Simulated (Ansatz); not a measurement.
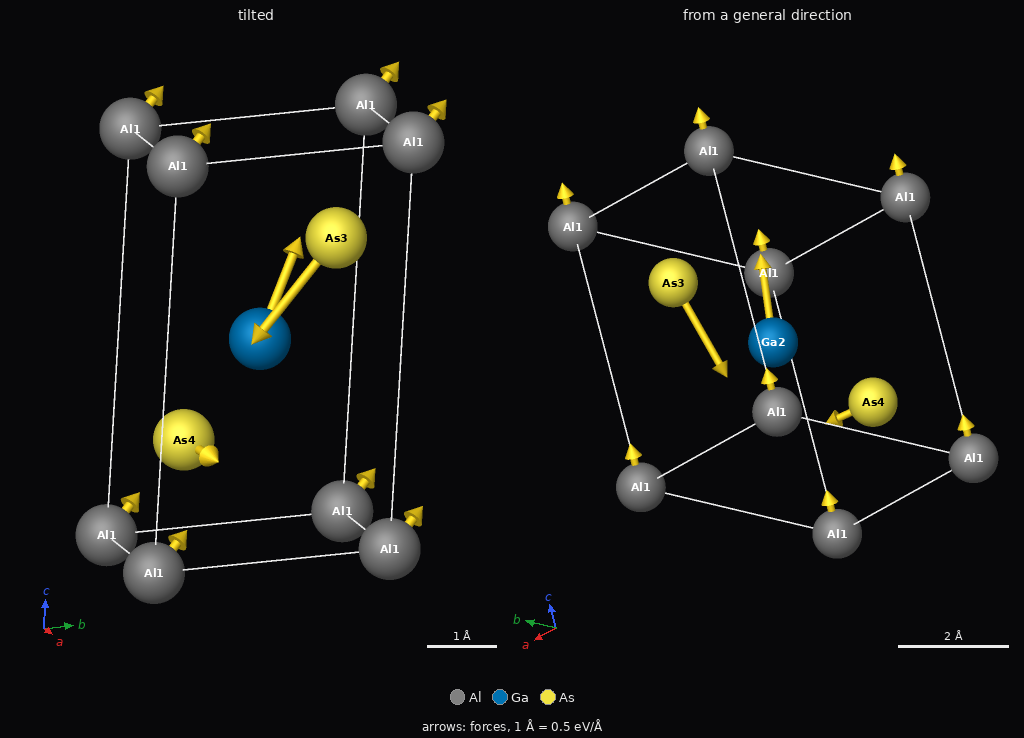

Spheres-only drawing of the structure, looking slightly off an axis and from a general direction. The cell (the run's own, in a reduced setting) is outlined; an atom on or near a face, edge or corner is repeated at each equivalent position. The arrows are the computed forces on the atoms.

System: AlGaAs₂. Method used: DFT, PBEsol, plane waves, PAW in Ansatz. It ran with an energy cutoff of 420 eV, k-points about 0.50 Å⁻¹ apart, Fermi-Dirac smearing of 0.086 eV, no spin polarisation.

**Are the forces small enough to call this converged?**

No. The atoms still feel forces of up to about 0.79 eV/Å, far above a usual threshold of 0.01 to 0.03 eV/Å.

**Where is the maximum force, and how large is it?**

As3, about 0.79 eV/Å.

Its origin is a structure type filled with these elements by a generator (whether the compound takes this form wasn't checked). Earlier steps of the study, as a rule a relaxation of our own, may have changed the cell and positions, so they can lie some per cent off the listed ones. Ansatz was used for an electronic-structure calculation on it.
